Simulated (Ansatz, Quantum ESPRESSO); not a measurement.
# 2H-WS2, 1 layer, rectangular cell: the energy at a withheld member of a series

How the rows were computed: Quantum ESPRESSO 7.5, PBE, GBRV ultrasoft. Cell and atoms are first relaxed; each strained cell is then held, the other axis too, and the atoms relax in it. A periodic run with 15 Å of vacuum in the starting cell gives the vacuum levels, and bands follow along a path. The series steps strain along the second axis. Energies count from the lowest.

| strain along the second axis | energy (eV) |
| --- | --- |
| -4 % | 0.1449 |
| -3 % | 0.0807 |
| -2 % | 0.0359 |
| -1 % | 0.0095 |
| 0 % | 0.0000 |
| 1 % | 0.0066 |
| 2 % | 0.0281 |
| 3 % | 0.0638 |

One more run was made and is withheld. What is the energy at 4 %?

By hand: The rows at 2 % and 3 % give a slope of (0.0638 − (0.0281))/(3 − (2)) = 0.0357, so a straight line gives 0.0995 eV. A parabola through these and the row at 1 % gives 0.1137 eV.

What the calculation gave: 0.1125 eV. The line misses by −0.0130 and the parabola by +0.0012 eV. The parabola does better.

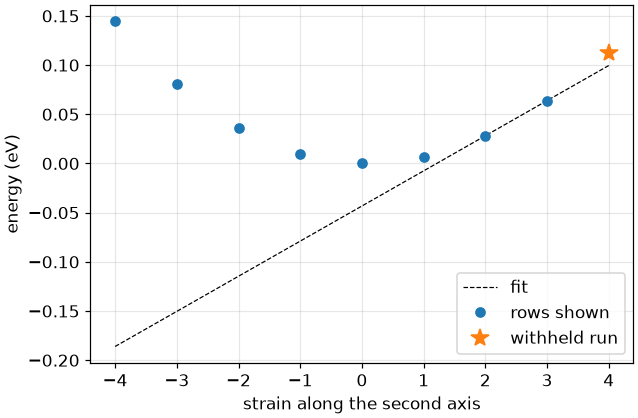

The rows shown, the fit and the withheld run.

Caveats: Semilocal gaps are too small; the 1×1 cell can't ripple over many cells under compression as a free sheet would. No spin-orbit coupling.
